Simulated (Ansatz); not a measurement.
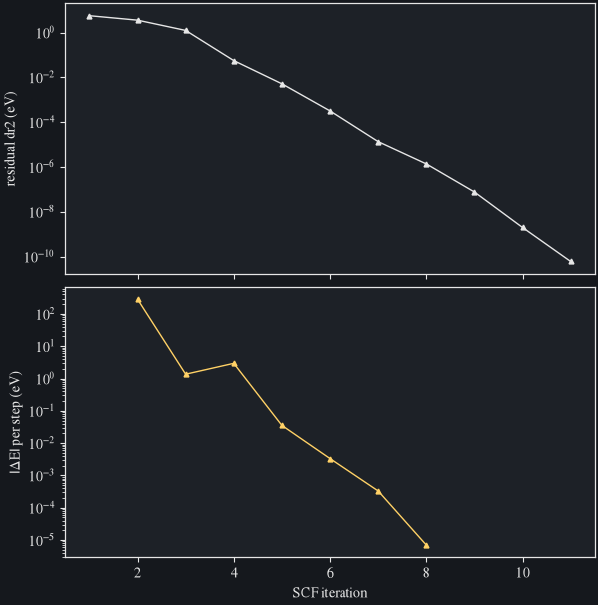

The plot shows the SCF iterations of a calculation: density residual dr2, step-to-step change of the Harris–Foulkes energy. Energy differences below 3 × 10⁻⁶ eV aren't drawn. dr2 is the charge part; the magnetisation has a residual of its own.

WS2 (6 atoms in the cell), run with Ansatz.

```
crystal:
  lattice:
    - [3.1541066627, 0.0, 0.0]
    - [-1.5770533313, 2.7315364961, 0.0]
    - [0.0, 0.0, 12.1445021927]
  atoms:
    - { symbol: W, position: [0.3333333333, 0.6666666667, 0.7499960396] }
    - { symbol: W, position: [0.6666666667, 0.3333333333, 0.2500039604] }
    - { symbol: S, position: [0.3333333333, 0.6666666667, 0.1203377666] }
    - { symbol: S, position: [0.6666666667, 0.3333333333, 0.6203321176] }
    - { symbol: S, position: [0.3333333333, 0.6666666667, 0.3796678824] }
    - { symbol: S, position: [0.6666666667, 0.3333333333, 0.8796622334] }
basis:
  ecutwfc: 420
kpoints:
  mp_grid: { grid: [12, 12, 2] }
hamiltonian:
  xc: pbe
  dispersion: d3bj
scf:
  occupations: { method: gaussian, width: 0.02 }
  max_iter: 50
output:
  forces: true
  eigenvalues: true
  stress: true
magnetization:
  spin_polarized: true
  initial_magnetization: 40
```

Command:
```bash
ansatz run input.yaml --threads 4 --pin off --max-ram 10240MiB --backend cpu --events-out ev --progress --plain --runs-dir out
```

### How did this run end?

It converged, after 11 iterations. The residual falls at every step.

### What is the residual at the start and at the end?

It starts near 6 and ends near 6 × 10⁻¹¹ eV.

### Is anything amiss with this input?

The input holds an odd setting (an impossible spin). The SCF closed; whether the result suffers can't be told from this run alone.
